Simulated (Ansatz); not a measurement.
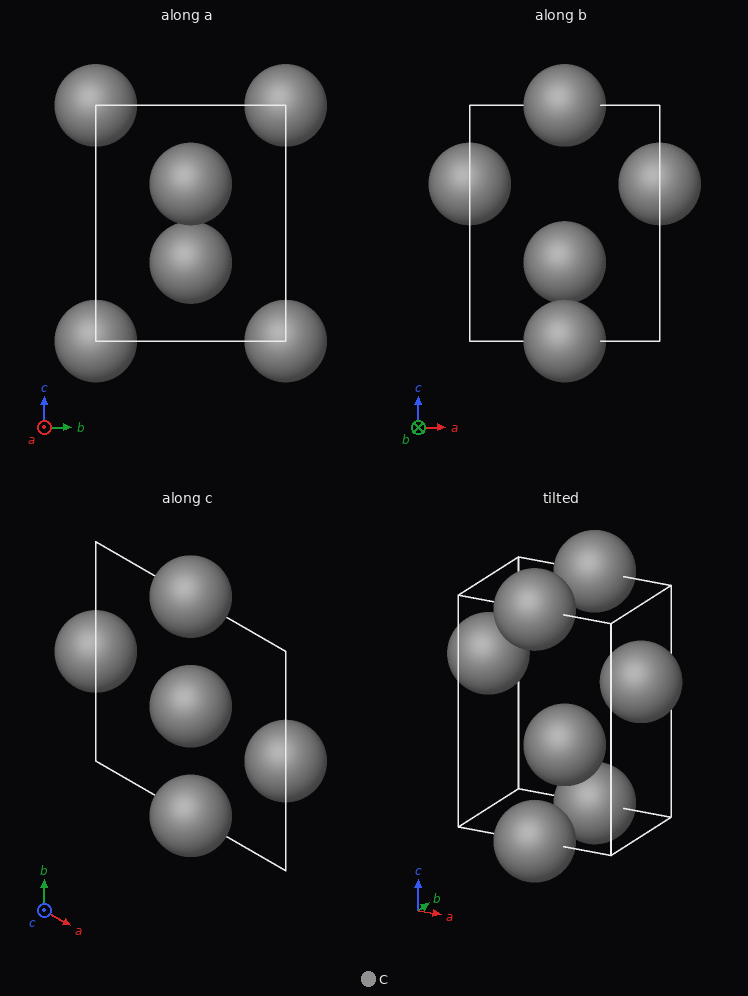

An orthographic spheres-only view of the structure, along the a axis, along the b axis, along the c axis and slightly off an axis. One conventional unit cell is framed, with atoms on its boundary repeated.

Lattice parameters: a = 2.6053 Å, b = 2.6053 Å, c = 2.8004 Å, α = 90.000°, β = 90.000°, γ = 120.000°.

Question: Convert the drawing into a CIF in P1 with every atom of the cell.

Answer:
```cif
data_structure
_symmetry_space_group_name_H-M 'P 1'
_symmetry_Int_Tables_number 1
_cell_length_a 2.6053
_cell_length_b 2.6053
_cell_length_c 2.8004
_cell_angle_alpha 90.000
_cell_angle_beta 90.000
_cell_angle_gamma 120.000
_cell_volume 16.46
loop_
_atom_site_label
_atom_site_type_symbol
_atom_site_fract_x
_atom_site_fract_y
_atom_site_fract_z
_atom_site_occupancy
C1 C 0.5000 0.5000 0.3333 1
C2 C 0.5000 0.0000 0.0000 1
C3 C 0.0000 0.5000 0.6667 1
```

The model was built from a random cell made by a generator, so it need not be a real form of the element. Cell shown after relaxation with DFT PBE, scalar-relativistic, plane waves, PAW (Ansatz).
